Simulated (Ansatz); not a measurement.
# Calculations on As

### A change

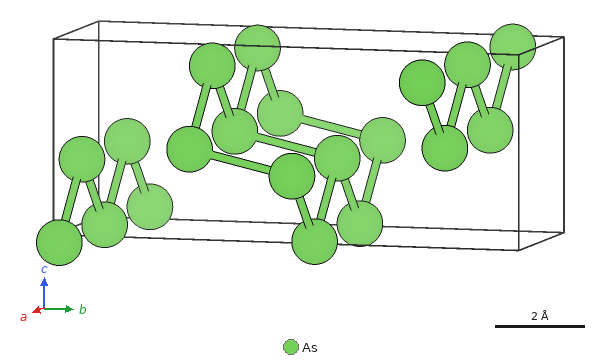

This is a symmetric starting cell of As. Style: ball-and-stick. Shown: the conventional cell (2 times the calculation's cell), repeated 2 × 1 × 1 with one cell outlined, slightly off an axis. Lengths and directions refer to the drawn axes.

The calculation used DFT PBE, scalar-relativistic, plane waves, PAW in Ansatz. Settings: plane-wave cutoff 420 eV; k-point mesh 10 × 10 × 8; occupations gaussian; smearing width 0.05 eV; no spin polarisation.

Now this is done to it. The cell is strained by −1.7 % along b, −3.0 % along a, −3.3 % along c (volume −7.8 %) and atoms are displaced by 0.03 Å relative to the cell: As2 0.03 Å roughly along −c. No relaxation follows. The starting cell wasn't computed here and needn't be at equilibrium, so pressure and forces aren't due to the change alone.

The input:
```yaml
crystal:
  lattice:
    - [1.769958, -5.408535, 0.0]
    - [1.769958, 5.408535, 0.0]
    - [0.0, 0.0, 4.3220877]
  atoms:
    - { symbol: As, position: [0.1103353374, 0.8896646626, 0.9466604832] }
    - { symbol: As, position: [0.6103353374, 0.3896646626, 0.5533395168] }
    - { symbol: As, position: [0.8896646626, 0.1103353374, 0.0533395168] }
    - { symbol: As, position: [0.3896646626, 0.6103353374, 0.4466604832] }
basis:
  ecutwfc: 420
kpoints:
  mp_grid: { grid: [10, 10, 8] }
hamiltonian:
  xc: pbe
scf:
  occupations: { method: gaussian, width: 0.05 }
output:
  forces: true
  stress: true
  eigenvalues: true
```

Run as
```bash
ansatz run input.yaml --threads 1 --pin off --max-ram 1331MiB --backend cpu --events-out ev --progress --plain --runs-dir out
```

> Predict the response.

The pressure is 8.5 GPa (not all of it need come from the change, since the unchanged cell can be under pressure at this level too). The principal stresses (compression positive) are 10.8 GPa along a, 8.2 GPa along b, 6.6 GPa along c. The largest forces, 0.53 eV/Å, act on As1, As2, As3 and As4; on As1 it points along [0 −3 1]. Some distances before and after: As–As 2.479 → 2.431 Å, As–As 2.493 → 2.454 Å. The space group stays Cmce (No. 64).

The changed structure in the same view:

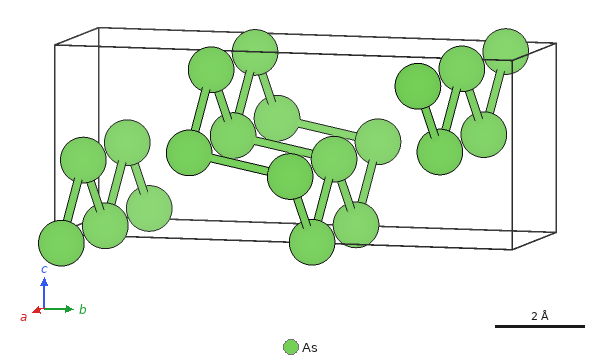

### A change

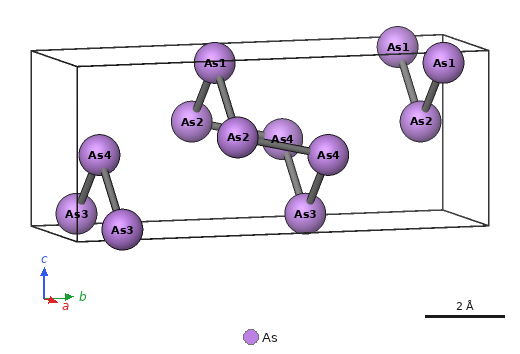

Reference structure: a symmetric starting cell of As. The picture is a ball-and-stick view of the conventional cell (2 times the calculation's cell), seen slightly off an axis. Lengths and directions refer to the drawn axes.

Theory: DFT PBE, scalar-relativistic, plane waves, PAW in Ansatz 0.2.0. (plane-wave cutoff 420 eV; k-point mesh 10 × 10 × 8; occupations gaussian; smearing width 0.05 eV; no spin polarisation)

The variant: The cell is strained by −0.8 % along c, −1.6 % along b, −4.2 % along a (volume −6.5 %) and atoms are displaced by 0.25 Å relative to the cell: As2 0.25 Å along [0 −1 −3]. No relaxation follows. The starting cell wasn't computed here and needn't be at equilibrium, so pressure and forces aren't due to the change alone.

### Predict the response.

Some distances before and after: As–As 2.493 → 2.725 Å, As–As 2.479 → 2.669 Å. The space group stays Cmce (No. 64). The pressure is −3.2 GPa (not all of it need come from the change, since the unchanged cell can be under pressure at this level too). The principal stresses (compression positive) are 0.6 GPa along a, −4.2 GPa along b, −6.1 GPa along c. The largest forces, 0.8 eV/Å, act on As1, As2, As3 and As4; on As1 it points along [0 2 −3]. The forces mostly point back along the displacements (cosine −0.92).

The changed structure in the same view:

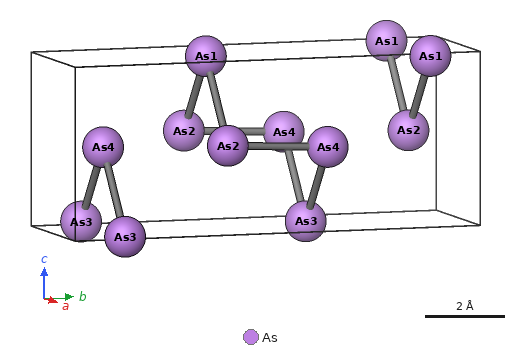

### Distortion

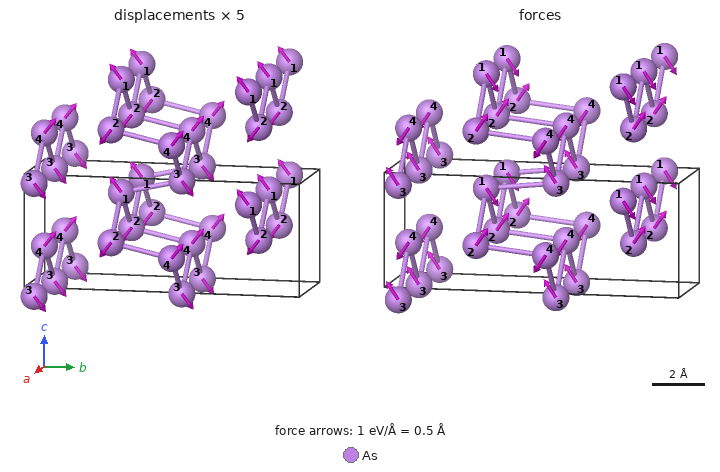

Left: a symmetric starting cell of As, with purple arrows for the displacements applied to it (without the part that the change of the cell carries along). Right: the displaced structure with the computed forces. Besides, the cell is strained by +7.1 % along b, +1.4 % along c, +0.9 % along a (volume +9.6 %). The picture is a ball-and-stick view of the conventional cell (2 times the calculation's cell), repeated 2 × 1 × 2 with one cell outlined, seen slightly off an axis. Lengths and directions refer to the drawn axes.

Method: DFT PBE, scalar-relativistic, plane waves, PAW (Ansatz 0.2.0). (plane-wave cutoff 420 eV; k-point mesh 10 × 10 × 8; occupations gaussian; smearing width 0.05 eV; no spin polarisation)

Q: Describe the distortion and the response.

A: Atoms are displaced by 0.16 Å relative to the cell: As2 0.16 Å along [0 −1 −3]. No relaxation follows. The starting cell wasn't computed here and needn't be at equilibrium, so pressure and forces aren't due to the change alone. Near-neighbour distances before and after: As–As 2.479 → 2.799 Å, As–As 2.493 → 2.694 Å. The space group stays Cmce (No. 64). The pressure is −7.7 GPa (not all of it need come from the change, since the unchanged cell can be under pressure at this level too). The principal stresses (compression positive) are −2.4 GPa along a, −10.0 GPa along b, −10.6 GPa along c. The largest forces, 1.7 eV/Å, act on As1, As2, As3 and As4; on As1 it points roughly along [0 1 −3]. The forces point straight back along the displacements (cosine −1.00).

### Distortion

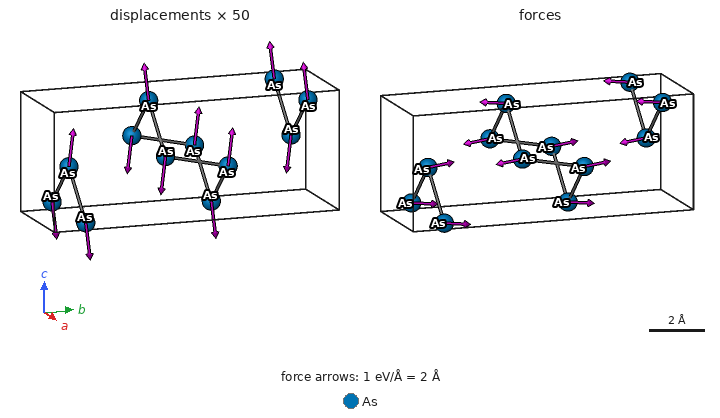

Left: a symmetric starting cell of As, with purple arrows for the displacements applied to it (without the part that the change of the cell carries along). Right: the displaced structure with the computed forces. Besides, the cell is strained by −1.7 % along b, −3.0 % along a, −3.3 % along c (volume −7.8 %). Style: ball-and-stick. Shown: the conventional cell (2 times the calculation's cell), from a free direction. Lengths and directions refer to the drawn axes.

The calculation used DFT PBE, scalar-relativistic, plane waves, PAW in Ansatz. Settings: plane-wave cutoff 420 eV; k-point mesh 10 × 10 × 8; occupations gaussian; smearing width 0.05 eV; no spin polarisation.

How do the forces relate to the distortion?

Answer. Atoms are displaced by 0.03 Å relative to the cell. No relaxation follows. The starting cell wasn't computed here and needn't be at equilibrium, so pressure and forces aren't due to the change alone. Near-neighbour distances before and after: As–As 2.479 → 2.431 Å, As–As 2.493 → 2.454 Å. The space group stays Cmce (No. 64). The pressure is 8.5 GPa (not all of it need come from the change, since the unchanged cell can be under pressure at this level too). The principal stresses (compression positive) are 10.8 GPa along a, 8.2 GPa along b, 6.6 GPa along c. The largest forces, 0.53 eV/Å, act on 4 As atoms of the calculation's cell. The forces point along the displacements (cosine 0.25).
